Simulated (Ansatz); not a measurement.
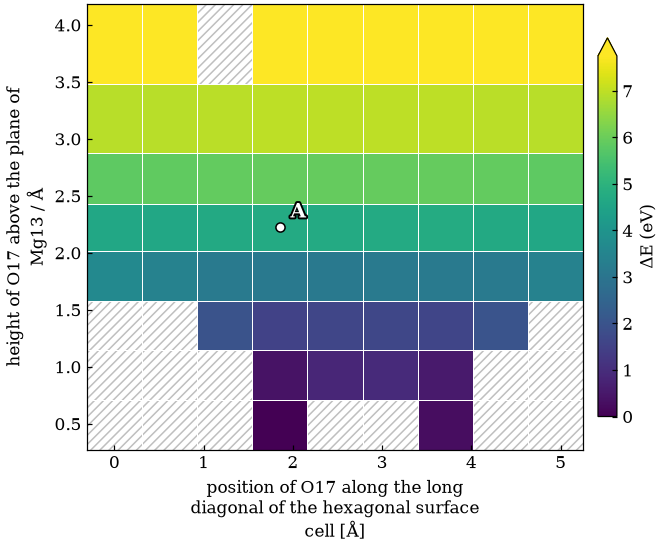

O on a Mg(001) slab cut from the P6_3/mmc phase, its upper half relaxed before the scan (16 atoms of substrate and one adsorbate in a 2 × 2 cell). O is moved along a line over the surface and along the normal, above a rigid substrate. First axis: position of O17 along the long diagonal of the hexagonal surface cell, from above Mg13. Second axis: height of O17 above the plane of Mg13. Grid: 9 × 8 points. At 16 points there is no value (left out of the scan, as a rule where atoms come close). Points are written as (first, second). Energies are in eV, from the lowest grid point. The runs have no spin polarisation, so an open-shell adsorbate far from the surface lies too high. These are results of Ansatz, DFT PBE, scalar-relativistic, plane waves, PAW, not measurements. Settings: cutoff 420 eV, k-mesh 6×6×1, gaussian smearing 0.1 eV, no spin polarisation.

In the figure: one coloured cell a grid point, one colour for all values above the top of the scale, hatched blanks where no value was computed, the point A.

Q: Which way does the force act at A, and how strong is it?

A: A, at (1.85 Å, 2.23 Å), is not a stationary point. The computed force is nearly zero along the first coordinate and 3.4 eV for each Å towards smaller values of the second coordinate.
